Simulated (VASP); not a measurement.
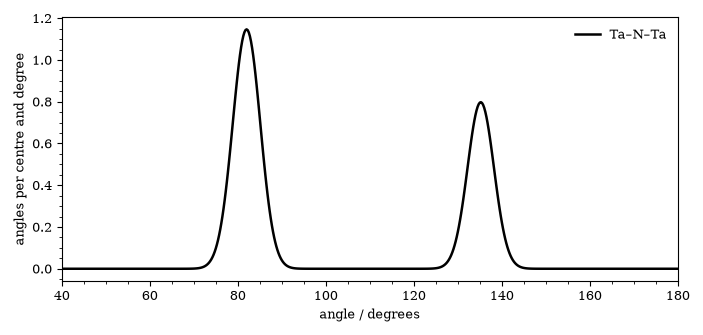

Bond-angle distributions computed from the structure of TaN; each angle is a Gaussian of σ = 3.0°. Bonds counted: N–Ta up to 2.85 Å. Basis of the simulation: an entry of the Crystallography Open Database, as set up for an electronic-structure calculation.

Q: Where do the angles cluster?

A: Ta–N–Ta: 81–83° (9 per centre); 135° (6 per centre)

Q: What coordination geometry do the angles point to, counting the bonds named above alone?

A: N has 6 Ta neighbours in a trigonal prismatic arrangement.

The structure has space group P-6m2 (No. 187); other forms of this composition would give other results.
